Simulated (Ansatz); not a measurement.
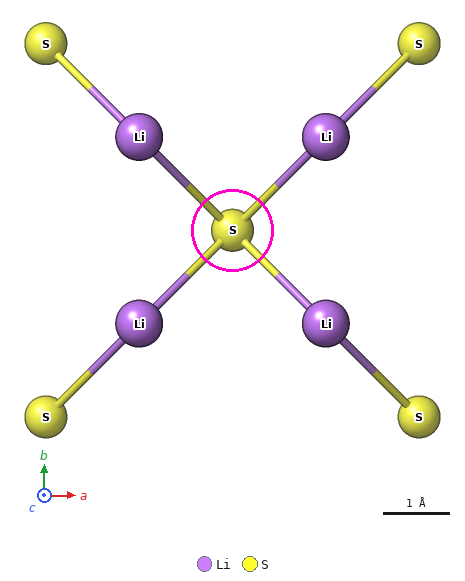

Perfect Li2S. A ball-and-stick model of the atoms within 4.6 Å of one point, in a slice 3.4 Å thick across the line of sight, seen along the c axis.

Theory: Ansatz 0.2.0, DFT, PBE, plane-wave PAW, default files, scalar-relativistic. Settings: plane-wave cutoff 420 eV; k-point mesh 3 × 3 × 3; occupations fermi dirac; smearing width 0.01 eV; no spin polarisation. A uniform background neutralises the charged cell. The axes drawn are those of the host's conventional cell.

A sulfur atom is taken out (a vacancy) at the ringed place, in charge state +2. The supercell has 24 sites, and the atoms are relaxed at the host's cell.

> How do the neighbours respond?

Around the empty S site the host had 8 Li at 2.46 Å; after relaxation the nearest atoms are 8 Li at 2.82 Å. Of the host's atoms, a lithium atom moves furthest from its site, by 0.36 Å. Relaxing the atoms from the host's sites lowers the energy by 1.84 eV.

The relaxed defect, seen from the same direction:

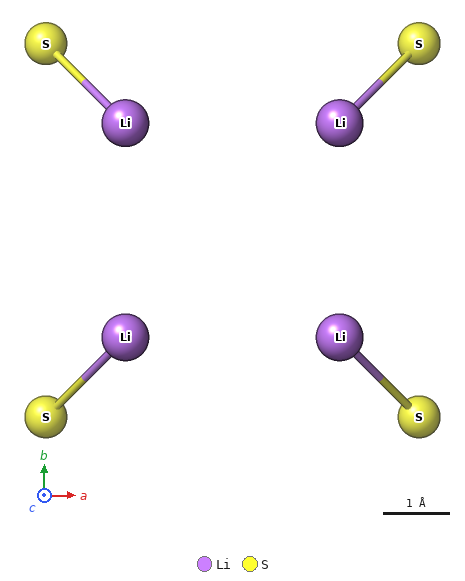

Limits of the set-up: the periodic images lie only 8.0 Å apart, so the values are limited by the cell's size; the cell is charged, on a uniform background, and energies carry no finite-size correction.
